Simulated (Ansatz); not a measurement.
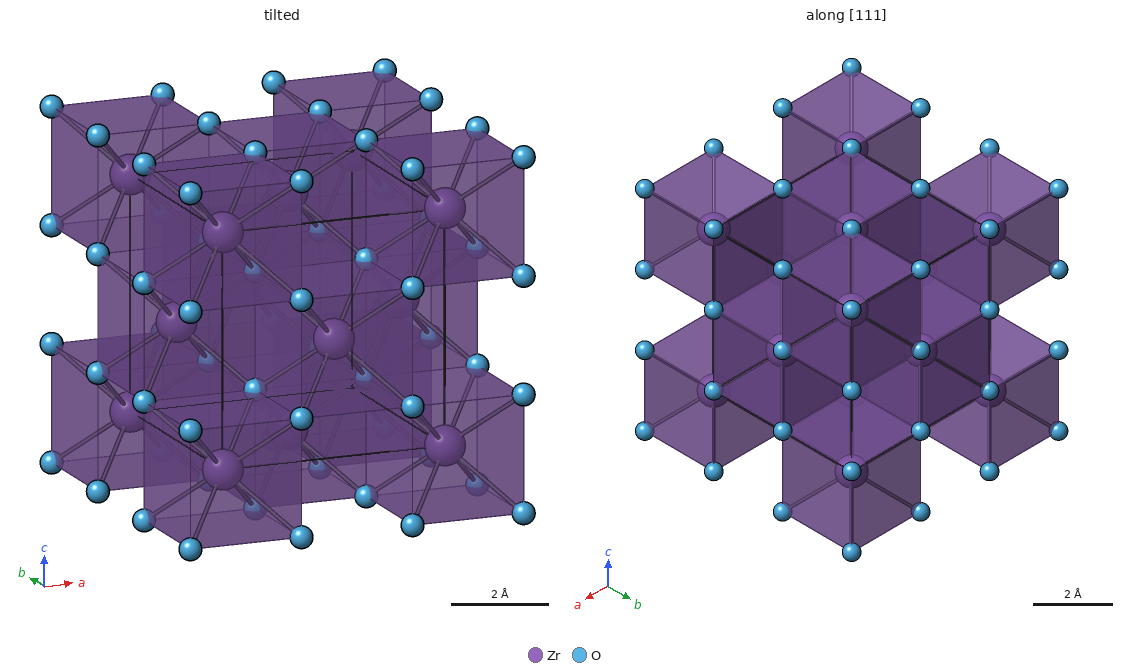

The crystal in a polyhedral representation, seen slightly off an axis and along [111]. The drawn cell (a repeat of the simulation cell) is outlined; an atom on or near a face, edge or corner is repeated at each equivalent position. A few atoms beyond the faces are included.

Give a description of the structure.

It has the composition ZrO₂. Strictly the space group is I4/mmm (No. 139, within 0.01 Å). It is a distorted form of a face-centred cubic structure, space group Fm-3m (No. 225) within 0.25 Å: fluorite (CaF₂ type). The cell has 12 atoms, namely 4 Zr, 8 O. The polyhedra are ZrO8 cubes; they share edges. Zr is coordinated by eight O in a cubic arrangement at about 2.2 Å. Each O has four Zr in a tetrahedral arrangement at about 2.2 Å. Not all metal-metal contacts are counted. The bonds build a three-dimensional framework.

Starting structure: a structure listed in the Materials Project. The cell was then strained or its atoms displaced on purpose. It was run through Ansatz as a DFT input.

At this level of theory the cell isn't at rest (compressed, at 6 GPa), so its distances can differ from those at equilibrium, the more so the softer the solid.
